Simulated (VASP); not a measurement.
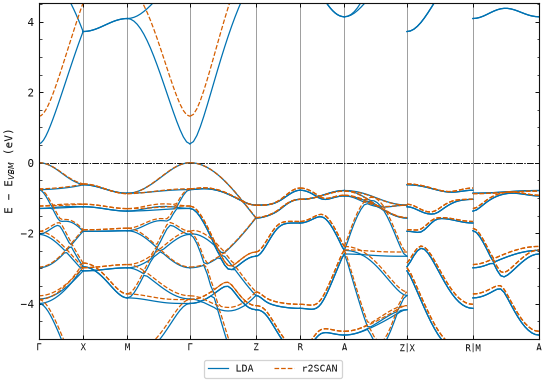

Band structures of rutile-type SnO2, space group P4_2/mnm (No. 136), 6 atoms in the cell (a = 4.830 Å, c = 3.242 Å (tetragonal axes)), by two methods on the same cell. Each is counted from its own valence-band top.

What changes from one method to the other?

LDA gives a gap of 0.54 eV along the path and r2SCAN gives a gap of 1.32 eV along the path. Over the top 3 filled bands the two differ by 0.03 eV on average.

Settings. LDA: VASP PAW LDA potentials, release 64 (Sn_d, O), no spin polarisation, no spin-orbit coupling, 8×8×10 k mesh, 450 eV cutoff, Gaussian smearing of 0.02 eV (VASP 6.6.1). r2SCAN: VASP PAW PBE potentials, release 64 (Sn_d, O), no spin polarisation, no spin-orbit coupling, 8×8×10 k mesh, 450 eV cutoff, Gaussian smearing of 0.02 eV (VASP 6.6.1).

LDA, GGA and most meta-GGA functionals understate gaps. The cell was derived from a database entry in an earlier step, so it needn't be the measured one. r2SCAN: the PAW data sets were made with another functional.
